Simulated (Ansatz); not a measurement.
A structure file:

```
CELL_PARAMETERS angstrom
3.08265 0.00000 0.00000
0.00000 3.08265 0.00000
0.00000 0.00000 3.31710
ATOMIC_POSITIONS crystal
Mo 0.00000 0.00000 0.00000
Mo 0.50000 0.50000 0.50000
```

Q: Interpret the file: composition, symmetry and coordination.

A: The element is molybdenum. Its lattice is body-centred tetragonal, its space group I4/mmm (No. 139). The cell holds two atoms. Within bonding distance, the neighbour counts come to Mo 8. Not all metal-metal contacts are counted.

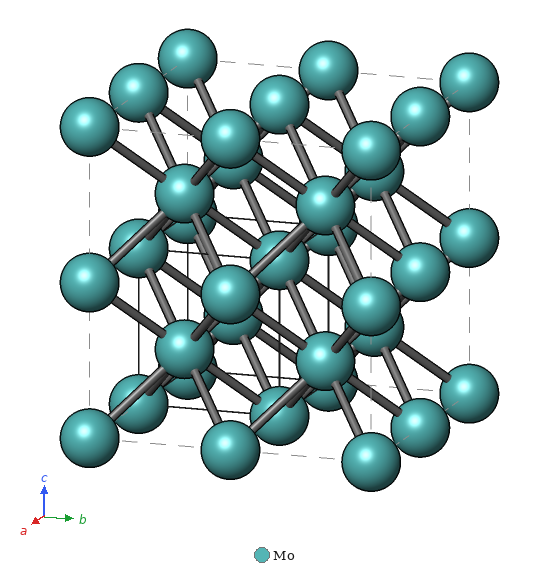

An orthographic ball-and-stick view of the structure, slightly off an axis. One conventional unit cell is drawn solid; the view covers 2×2×2 cells. Colours: molybdenum teal.

Starting structure: a structure listed in the Materials Project. It was relaxed with DFT PBEsol, scalar-relativistic, plane waves, PAW in Ansatz 0.2.0 under a constraint or pressure on the cell, so some stress remains.

At this level of theory the cell isn't at rest (stretched, at -7 GPa), so its distances can differ from those at equilibrium, the more so the softer the solid.
